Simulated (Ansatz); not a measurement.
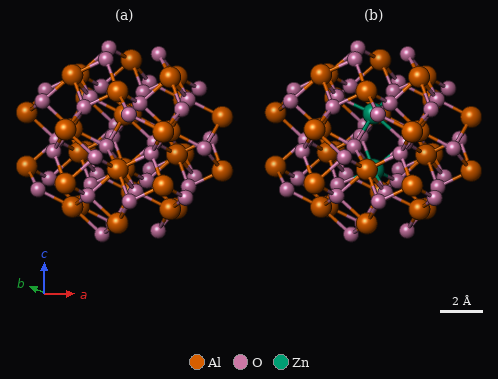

Left: perfect Al₂O₃. Right: the same region with a pair of point defects, after relaxing the atoms in a supercell of 120 sites. A ball-and-stick model of the atoms within 5.1 Å of one point, seen slightly off an axis.

Theory: Ansatz, DFT, PBEsol, PAW, plane waves. Settings: plane-wave cutoff 420 eV; k-point mesh 1 × 1 × 1; mesh shifted by (0.25, 0.25, 0.25); no spin polarisation. Fermi-Dirac smearing of 0.01 eV. The axes drawn are those of the host's conventional cell.

> What kind of defect was made?

Two aluminium atoms are replaced by zinc, the two sites 2.7 Å apart.

The charge state of the cell is 0.

> How does the lattice respond?

One site: in the host the Al atom has 6 O at 1.86 to 1.97 Å; the Zn atom ends with 6 O at 1.95 to 2.10 Å. The other site: in the host the Al atom has 6 O at 1.86 to 1.97 Å; the Zn atom ends with 6 O at 1.95 to 2.10 Å. Of the host's atoms, an oxygen atom moves furthest from its site, by 0.13 Å. The Zn atom itself moves 0.06 Å from where it was put. The Zn atom itself moves 0.05 Å from where it was put.
